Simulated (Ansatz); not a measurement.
## TiO$_{2}$: geometry relaxation (part 3 of 3)

TiO$_{2}$ (slab, 24 atoms in the cell); DFT PBE+D3(BJ), scalar-relativistic, plane waves, PAW, no spin polarisation (Ansatz 0.2.0); cutoff 420 eV, 2×3×1 k-mesh, Gaussian smearing of 0.05 eV. The structure derives from an entry of the Crystallography Open Database. The input holds or restrains some coordinates. It belongs to a series of runs on one base structure; here: clean slab, lower planes held.

Geometry of the input (Å; fractional positions):
```
7.5747  0.0000  0.0000
-1.8937  5.1467  0.0000
0.0000  0.0000  21.8679
O  0.1577  0.6306  0.3658
O  0.6577  0.6306  0.3658
Ti 0.0677  0.2708  0.3993
Ti 0.5677  0.2708  0.3993
O  0.2996  0.1983  0.4061
O  0.7996  0.1983  0.4061
O  0.4777  0.9109  0.4329
O  0.9777  0.9109  0.4329
Ti 0.2096  0.8385  0.4396
Ti 0.7096  0.8385  0.4396
O  0.1196  0.4786  0.4731
O  0.6196  0.4786  0.4731
O  0.2253  0.9014  0.5269
O  0.7253  0.9014  0.5269
Ti 0.1354  0.5415  0.5604
Ti 0.6354  0.5415  0.5604
O  0.3673  0.4691  0.5671
O  0.8673  0.4691  0.5671
O  0.5454  0.1817  0.5939
O  0.0454  0.1817  0.5939
Ti 0.2773  0.1092  0.6007
Ti 0.7773  0.1092  0.6007
O  0.1873  0.7494  0.6342
O  0.6873  0.7494  0.6342
```

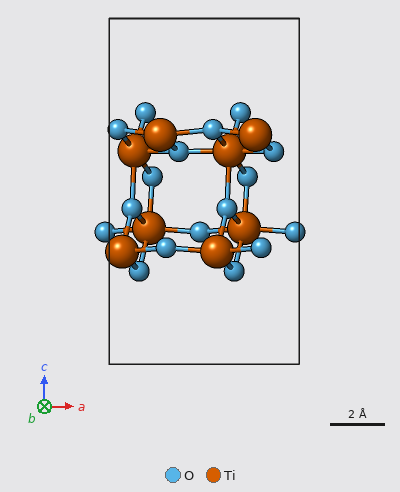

*The geometry at step 4 of the log (ball-and-stick view of the cell of the calculation, with the vacuum cut short, along the b axis).*

### Output, continued
```
--- Relaxed structure (6 steps of the walk, 5 accepted, 0 SCFs on fresh bases) ---
  F+E_penalty+E_count = -29109.72223120 eV   max|allowed force component| = 2.922e-2 eV/Å
  atoms:
    - { symbol: O, position: [0.1576574043, 0.6306296174000001, 0.3658337417] }
    - { symbol: O, position: [0.6576574043, 0.6306296174000001, 0.3658337417] }
    - { symbol: Ti, position: [0.067691746, 0.270766984, 0.39934776930000004] }
    - { symbol: Ti, position: [0.5676917460000002, 0.270766984, 0.39934776930000004] }
    - { symbol: O, position: [0.2995803408, 0.19832136340000003, 0.40609463400000007] }
    - { symbol: O, position: [0.7995803408000001, 0.19832136340000003, 0.40609463400000007] }
    - { symbol: O, position: [0.4777260876, 0.9109043506000001, 0.43286179680000003] }
    - { symbol: O, position: [0.9777260875999999, 0.9109043506000001, 0.43286179680000003] }
    - { symbol: Ti, position: [0.20961468249999998, 0.83845873, 0.43960866159999995] }
    - { symbol: Ti, position: [0.7096146825, 0.83845873, 0.43960866159999995] }
    - { symbol: O, position: [0.11964902409999997, 0.4785960966000001, 0.47312268909999994] }
    - { symbol: O, position: [0.6196490240999999, 0.4785960966000001, 0.47312268909999994] }
    - { symbol: O, position: [0.22619511206638618, 0.9046788759597488, 0.5279273487159494] }
    - { symbol: O, position: [0.7261951120663862, 0.9046788759597488, 0.5279273487159494] }
    - { symbol: Ti, position: [0.13426685777270084, 0.5370974872728935, 0.5683556683911072] }
    - { symbol: Ti, position: [0.6342668577727008, 0.5370974872728935, 0.5683556683911072] }
    - { symbol: O, position: [0.365739565999855, 0.4629664818978875, 0.5691998002590434] }
    - { symbol: O, position: [0.865739565999855, 0.4629664818978875, 0.5691998002590434] }
    - { symbol: O, position: [0.5460106830302348, 0.18402819979584162, 0.6071882572944312] }
    - { symbol: O, position: [0.04601068303023486, 0.18402819979584162, 0.6071882572944312] }
    - { symbol: Ti, position: [0.26994026544291055, 0.07970128095315382, 0.5979642508069717] }
    - { symbol: Ti, position: [0.7699402654429104, 0.07970128095315382, 0.5979642508069717] }
    - { symbol: O, position: [0.19088729415365993, 0.7636403041781185, 0.6353581219506134] }
    - { symbol: O, position: [0.6908872941536599, 0.7636403041781185, 0.6353581219506134] }
```

### Trajectory as extended XYZ (Å, eV, eV/Å), 4 of the 6 frames kept, from step=1 to step=6
```
24
Lattice="7.5747 0.0000 0.0000 -1.8937 5.1467 0.0000 0.0000 0.0000 21.8679" Properties=species:S:1:pos:R:3:forces:R:3 step=1 energy=-29108.12314
O     0.0000    3.2456    8.0000    0.0006  -1.8046   1.0028
O     3.7874    3.2456    8.0000    0.0006  -1.8046   1.0028
Ti    0.0000    1.3935    8.7329   -0.0007   3.8386   1.7329
Ti    3.7874    1.3935    8.7329   -0.0007   3.8386   1.7329
O     1.8937    1.0207    8.8804    0.0002   0.2858  -1.1058
O     5.6811    1.0207    8.8804    0.0002   0.2858  -1.1058
O     1.8937    4.6881    9.4658    0.0000   0.3838  -0.1107
O     5.6811    4.6881    9.4658    0.0000   0.3838  -0.1107
Ti    0.0000    4.3153    9.6133    0.0001  -1.5747  -1.8857
Ti    3.7874    4.3153    9.6133    0.0001  -1.5747  -1.8857
O     0.0000    2.4632   10.3462   -0.0004  -1.0119  -0.7024
O     3.7874    2.4632   10.3462   -0.0004  -1.0119  -0.7024
O     0.0000    4.6392   11.5217    0.0004   1.0119   0.7023
O     3.7874    4.6392   11.5217    0.0004   1.0119   0.7023
Ti    0.0000    2.7871   12.2546   -0.0001   1.5747   1.8858
Ti    3.7874    2.7871   12.2546   -0.0001   1.5747   1.8858
O     1.8937    2.4142   12.4021    0.0000  -0.3838   0.1107
O     5.6811    2.4142   12.4021    0.0000  -0.3838   0.1107
O     3.7874    0.9350   12.9874   -0.0002  -0.2858   1.1058
O     0.0000    0.9350   12.9874   -0.0002  -0.2858   1.1058
Ti    1.8937    0.5621   13.1350    0.0007  -3.8386  -1.7329
Ti    5.6811    0.5621   13.1350    0.0007  -3.8386  -1.7329
O     0.0000    3.8567   13.8679   -0.0006   1.8046  -1.0028
O     3.7874    3.8567   13.8679   -0.0006   1.8046  -1.0028
24
Lattice="7.5747 0.0000 0.0000 -1.8937 5.1467 0.0000 0.0000 0.0000 21.8679" Properties=species:S:1:pos:R:3:forces:R:3 step=3 energy=-29109.61488
O     0.0000    3.2456    8.0000    0.0006  -1.5831   1.0899
O     3.7874    3.2456    8.0000    0.0006  -1.5831   1.0899
Ti    0.0000    1.3935    8.7329   -0.0006   4.0532   2.0214
Ti    3.7874    1.3935    8.7329   -0.0006   4.0532   2.0214
O     1.8937    1.0207    8.8804    0.0001   0.2082  -1.0780
O     5.6811    1.0207    8.8804    0.0001   0.2082  -1.0780
O     1.8937    4.6881    9.4658    0.0003   0.3298   0.0729
O     5.6811    4.6881    9.4658    0.0003   0.3298   0.0729
Ti    0.0000    4.3153    9.6133    0.0000  -2.2172  -2.3592
Ti    3.7874    4.3153    9.6133    0.0000  -2.2172  -2.3592
O     0.0000    2.4632   10.3462   -0.0006  -0.8795   0.0668
O     3.7874    2.4632   10.3462   -0.0006  -0.8795   0.0668
O     0.0002    4.6159   11.5437    0.0001   0.0337  -0.6450
O     3.7875    4.6159   11.5437    0.0001   0.0337  -0.6450
Ti    0.0000    2.7688   12.3948   -0.0002  -0.5737   0.3621
Ti    3.7873    2.7688   12.3948   -0.0002  -0.5737   0.3621
O     1.8937    2.3375   12.4678    0.0004   0.4392  -0.2593
O     5.6810    2.3375   12.4678    0.0004   0.4392  -0.2593
O     3.7874    0.9103   13.2774   -0.0005   0.1947  -0.1479
O     0.0000    0.9103   13.2774   -0.0005   0.1947  -0.1479
Ti    1.8938    0.3879   13.0656    0.0006   0.8760   0.1486
Ti    5.6811    0.3879   13.0656    0.0006   0.8760   0.1486
O    -0.0002    3.9409   13.8512   -0.0003  -0.8824   0.7300
O     3.7872    3.9409   13.8512   -0.0003  -0.8824   0.7300
24
Lattice="7.5747 0.0000 0.0000 -1.8937 5.1467 0.0000 0.0000 0.0000 21.8679" Properties=species:S:1:pos:R:3:forces:R:3 step=4 energy=-29109.61029 accepted=F
O     0.0000    3.2456    8.0000    0.0006  -1.5019   1.1155
O     3.7874    3.2456    8.0000    0.0006  -1.5019   1.1155
Ti    0.0000    1.3935    8.7329   -0.0005   4.0999   2.1181
Ti    3.7874    1.3935    8.7329   -0.0005   4.0999   2.1181
O     1.8937    1.0207    8.8804    0.0000   0.1859  -1.0941
O     5.6811    1.0207    8.8804    0.0000   0.1859  -1.0941
O     1.8937    4.6881    9.4658    0.0003   0.3029   0.1128
O     5.6811    4.6881    9.4658    0.0003   0.3029   0.1128
Ti    0.0000    4.3153    9.6133    0.0000  -2.4600  -2.5453
Ti    3.7874    4.3153    9.6133    0.0000  -2.4600  -2.5453
O     0.0000    2.4632   10.3462   -0.0006  -0.6942   0.5127
O     3.7874    2.4632   10.3462   -0.0006  -0.6942   0.5127
O     0.0002    4.6744   11.5373   -0.0001   0.0535   1.1498
O     3.7876    4.6744   11.5373   -0.0001   0.0535   1.1498
Ti   -0.0001    2.7365   12.5058   -0.0001   0.1191  -1.0881
Ti    3.7873    2.7365   12.5058   -0.0001   0.1191  -1.0881
O     1.8936    2.3907   12.4747    0.0001  -0.1845   0.1648
O     5.6810    2.3907   12.4747    0.0001  -0.1845   0.1648
O     3.7874    0.9431   13.3044    0.0001  -0.1870   0.1870
O     0.0000    0.9431   13.3044    0.0001  -0.1870   0.1870
Ti    1.8938    0.3823   13.1015    0.0001   0.2871  -0.7984
Ti    5.6811    0.3823   13.1015    0.0001   0.2871  -0.7984
O    -0.0002    3.9209   13.9334    0.0000  -0.0228   0.1634
O     3.7872    3.9209   13.9334    0.0000  -0.0228   0.1634
24
Lattice="7.5747 0.0000 0.0000 -1.8937 5.1467 0.0000 0.0000 0.0000 21.8679" Properties=species:S:1:pos:R:3:forces:R:3 step=6 energy=-29109.72223
O     0.0000    3.2456    8.0000    0.0006  -1.5431   1.0962
O     3.7874    3.2456    8.0000    0.0006  -1.5431   1.0962
Ti    0.0000    1.3935    8.7329   -0.0006   4.0788   2.0660
Ti    3.7874    1.3935    8.7329   -0.0006   4.0788   2.0660
O     1.8937    1.0207    8.8804    0.0001   0.1991  -1.0917
O     5.6811    1.0207    8.8804    0.0001   0.1991  -1.0917
O     1.8937    4.6881    9.4658    0.0003   0.3156   0.0851
O     5.6811    4.6881    9.4658    0.0003   0.3156   0.0851
Ti    0.0000    4.3153    9.6133    0.0000  -2.3066  -2.3806
Ti    3.7874    4.3153    9.6133    0.0000  -2.3066  -2.3806
O     0.0000    2.4632   10.3462   -0.0005  -0.7439   0.2201
O     3.7874    2.4632   10.3462   -0.0005  -0.7439   0.2201
O     0.0002    4.6561   11.5446    0.0000   0.0083   0.0084
O     3.7876    4.6561   11.5446    0.0000   0.0083   0.0084
Ti   -0.0001    2.7643   12.4287   -0.0001   0.0031  -0.0043
Ti    3.7873    2.7643   12.4287   -0.0001   0.0031  -0.0043
O     1.8937    2.3827   12.4472    0.0002  -0.0164  -0.0199
O     5.6810    2.3827   12.4472    0.0002  -0.0164  -0.0199
O     3.7874    0.9471   13.2779   -0.0001  -0.0075   0.0173
O     0.0000    0.9471   13.2779   -0.0001  -0.0075   0.0173
Ti    1.8938    0.4102   13.0762    0.0001   0.0292   0.0085
Ti    5.6812    0.4102   13.0762    0.0001   0.0292   0.0085
O    -0.0002    3.9302   13.8939    0.0000  -0.0166  -0.0049
O     3.7872    3.9302   13.8939    0.0000  -0.0166  -0.0049
```

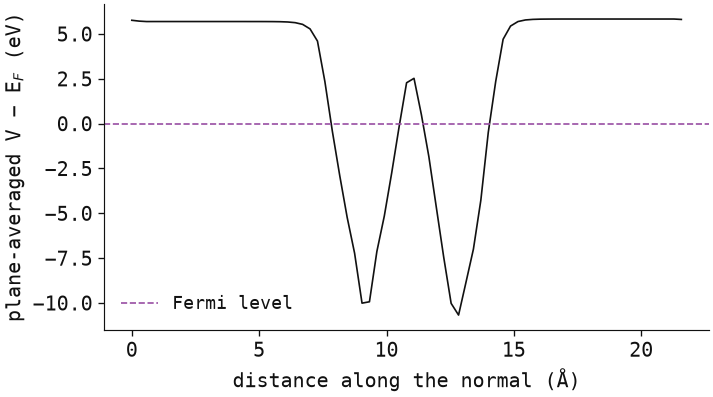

*Plane average of the electrostatic potential energy of an electron across the cell, from the Fermi level.*

The vacuum level lies 5.83 eV above the Fermi level on the upper side and 5.69 eV on the lower.

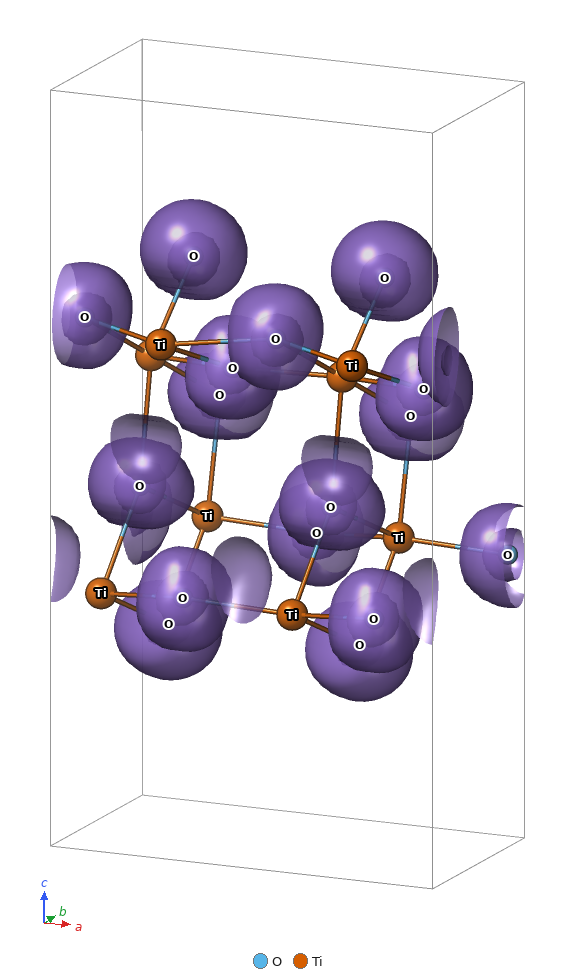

*Isosurface of the electron localisation function at 0.75 (purple), seen slightly off an axis. Only the valence region is drawn (cores and ρ < 0.01 e/Å³ removed). Sticks mark near contacts.*

Counts are for one cell; the picture repeats the cell along the surface.  Values along the shortest contacts: Ti–O (1.78 Å): the ELF is about 0.30 at the midpoint. Ti–Ti (2.87 Å): the ELF is about 0.15 at the midpoint. In a PAW calculation such maps are meaningful between the atoms, not at the nuclei.

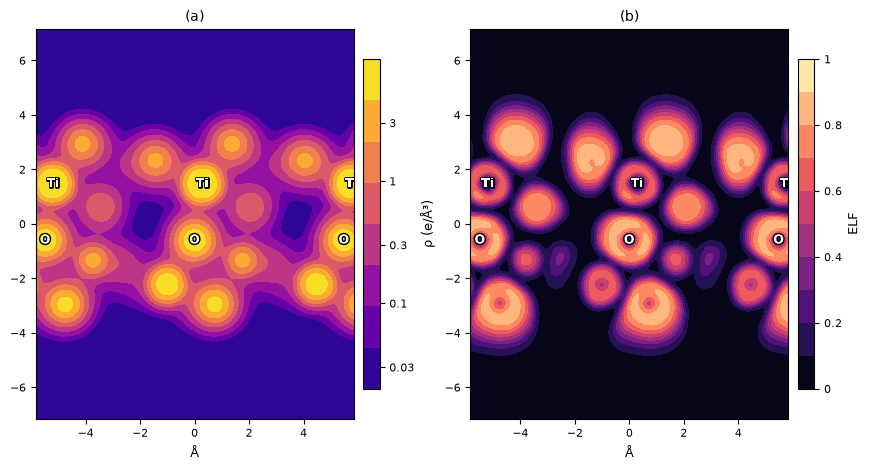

*(a) valence pseudo-density; (b) electron localisation function on the (100) plane of the calculation cell, a cut from vacuum to vacuum.*

The density dies away to nearly zero in the vacuum. The strong features right at Ti lie inside the PAW spheres (semicore, d or f shells) and say nothing about bonding.

### Key numbers

- outcome: converged under the restraints of the input
- electrons treated: 192
- free energy: −29109.7222 eV
- work function, top face: 5.83 eV
- work function, bottom face: 5.69 eV
- Fermi energy: −1.119 eV
- gap on the k-point mesh: 2.08 eV
- final volume: 852.51 Å³
- work function (upper face): 5.83 eV
- largest force (length of the vector) at the end, held atoms and coordinates included: 4.572 eV/Å
- wall time: 69 s (CPU time 8.1 min)
- peak memory: 1.9 GiB

The program warns: the exchange-correlation potential is rough where the density is thin.
